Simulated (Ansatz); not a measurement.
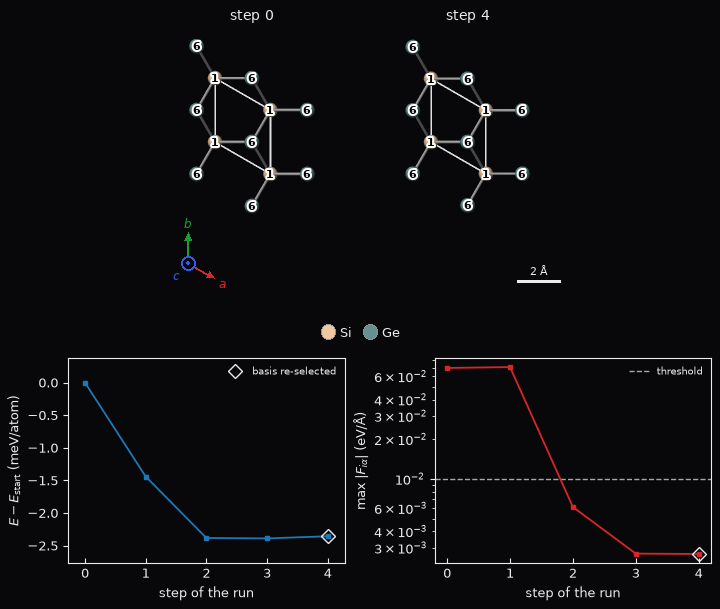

First and last geometry of a relaxation of a crystal of SiGe5 (a generated structure, set up in P-6m2), with the history of the run. Style: ball-and-stick. Shown: the cell of the calculation, along the c axis.

Computed with DFT PBE, scalar-relativistic, plane waves, PAW in Ansatz. Settings: plane-wave cutoff 420 eV; k-point mesh 12 × 12 × 4; occupations gaussian; smearing width 0.1 eV; no spin polarisation; cell and atoms relaxed; force threshold 0.01 eV/Å; at most 80 steps.

**What do the curves and the structures tell?**

It converged. Over 3 accepted moves (4 points after the start) the energy falls by 2.4 meV per atom. The largest force component goes from 0.07 to 0.0027 eV/Å. Pressure: −0.53 GPa at the start and −0.01 GPa at the end. The SCF was repeated once at an unchanged geometry on a basis and grid sized afresh for the cell, which shifted the energy by less than 0.05 meV per atom at most. The largest moves relative to the cell, 0.017 Å, are those of Ge atoms. Si stays in place. The drawn cell changes as follows: a = b 3.024 → 2.996 Å (−0.9 %), c 14.221 → 14.352 Å (+0.9 %); the volume changes by −1.0 %. Among the contacts that change: Ge–Si 2.812 → 2.827 Å. The space group stays P-6m2 (No. 187). Cost: 2.4 min on 1 thread of Arm Neoverse V1, with other jobs on the host, peak memory 0.48 GiB.

| step | E − E(0), meV/atom | largest force component, eV/Å | pressure, GPa | volume, Å³/atom | note |
| --- | --- | --- | --- | --- | --- |
| 0 | 0.00 | 0.0696 | -0.53 | 18.774 |  |
| 1 | -1.44 | 0.0706 | 0.57 | 18.435 |  |
| 2 | -2.38 | 0.0061 | -0.06 | 18.605 |  |
| 3 | -2.39 | 0.0027 | -0.01 | 18.592 |  |
| 4 | -2.36 | 0.0027 | -0.01 | 18.592 | same geometry, new basis |
